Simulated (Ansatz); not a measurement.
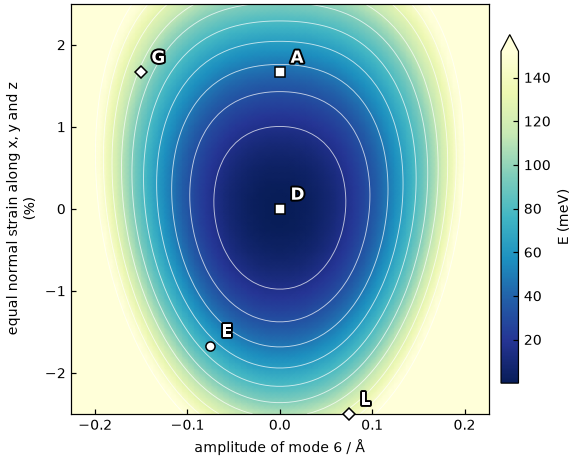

Ti (P6/mmm, No. 191; 3 atoms in the cell). 
- The energy is mapped over a normal mode and a strain (zone-centre modes of the 3-atom cell of this scan) (x along [1 0 0], y along [1 2 0], z along [0 0 1] of the conventional cell).
- The first coordinate is: amplitude of mode 6 (149 cm⁻¹), largest displacement in the unstrained cell; the second: equal normal strain along x, y and z.
- Nothing is relaxed (the pattern is fixed in fractional coordinates).
- Grid: 7 × 7 points; 28 points were computed and 21 follow by symmetry.
- Points are written as (first, second).
- Energies: meV per cell, counted from the lowest grid point.
- Method: DFT PBE, scalar-relativistic, plane waves, PAW in Ansatz. Settings: cutoff 520 eV, k-mesh 12×12×14 in the order of the run's cell vectors, gaussian smearing 0.15 eV, no spin polarisation.

The picture shows a smooth colour map with a few white contour lines, one colour for all values above the top of the scale, lettered points. Between grid points the surface is interpolated.

Is L the lowest point of the computed grid?

Answer. No. L lies 134 meV above the lowest grid point, which is at (0.000 Å, 0.00 %).

What kind of point is each of A, D, E, G: minimum, saddle, maximum or slope?

Answer. A: on a slope; D: minimum; E: on a slope; G: on a slope. (In these two coordinates alone; a stationary point may lie a little off the grid point.)

PAW datasets: the set soft_1.
